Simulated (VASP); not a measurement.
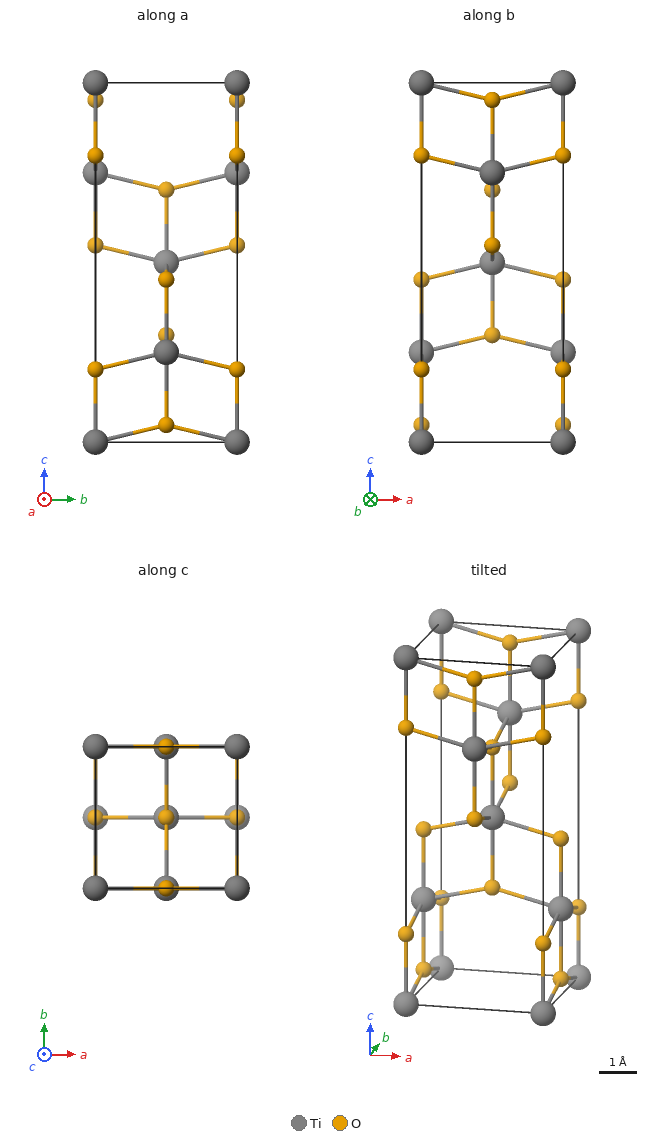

An orthographic ball-and-stick view of the structure, along the a axis, along the b axis, along the c axis and slightly off an axis. Lines trace the edges of the conventional unit cell.

Lattice parameters: a = 3.9289 Å, b = 3.9289 Å, c = 9.9668 Å, α = 90.000°, β = 90.000°, γ = 90.000°.

> From the views, write a CIF with its space group and independent sites, with free fractional coordinates to two decimals.

```cif
data_structure
_symmetry_space_group_name_H-M 'I 41/a m d :1'
_symmetry_Int_Tables_number 141
_cell_length_a 3.9289
_cell_length_b 3.9289
_cell_length_c 9.9668
_cell_angle_alpha 90.000
_cell_angle_beta 90.000
_cell_angle_gamma 90.000
_cell_volume 153.85
loop_
_atom_site_label
_atom_site_type_symbol
_atom_site_symmetry_multiplicity
_atom_site_Wyckoff_symbol
_atom_site_fract_x
_atom_site_fract_y
_atom_site_fract_z
_atom_site_occupancy
Ti1 Ti 4 a 0.00 0.50 0.25 1
O1 O 8 e 0.00 0.50 0.05 1
```

Origin of the cell: a structure type filled with these elements by a generator (whether the compound takes this form wasn't checked). The cell was then strained or its atoms displaced on purpose. An electronic-structure calculation with VASP was run on it.

At this level of theory the cell isn't at rest (stretched, at -13 GPa), so its distances can differ from those at equilibrium, the more so the softer the solid.
